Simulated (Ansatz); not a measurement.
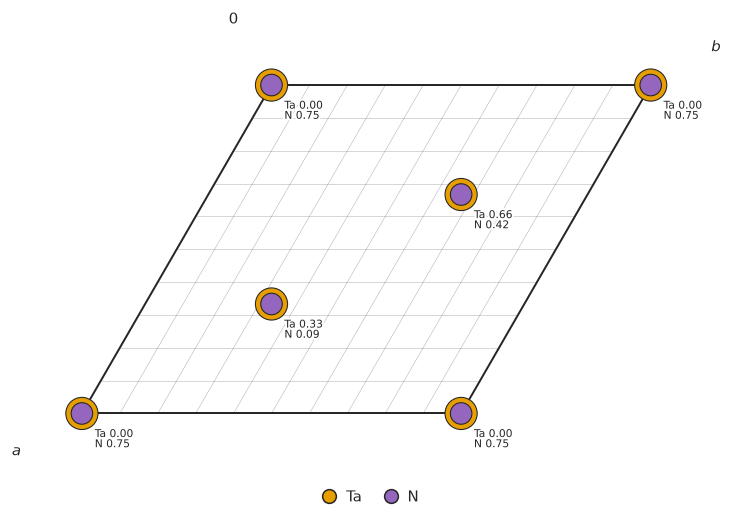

Plan of a unit cell projected along c (a down the page, b across); the numbers are heights as fractions of c, and atoms on the cell's edges are repeated. The grid marks tenths of a and b. Source: the end point of a relaxation with DFT PBE, scalar-relativistic, plane waves, PAW (Ansatz 0.2.0); the starting structure was generated, so it need not be a known form of this composition. Geometry calculated from the standardised cell; symmetry tolerance 0.002 Å.

a = 3.333 Å, b = 3.333 Å, c = 8.385 Å, α = 90.00°, β = 90.00°, γ = 120.00°.

**What does the cell contain?**

3 Ta, 3 N: TaN, Z = 3.

**Which space group?**

R3m (No. 160, hexagonal axes), rhombohedral (trigonal, hexagonal axes).

**Give the independent sites, coordinates to two places.**

| atom | site | symmetry | x | y | z |
| --- | --- | --- | --- | --- | --- |
| Ta | 3a | 3m | 0.67 | 0.33 | 0.33 |
| N | 3a | 3m | 0.67 | 0.33 | 0.09 |
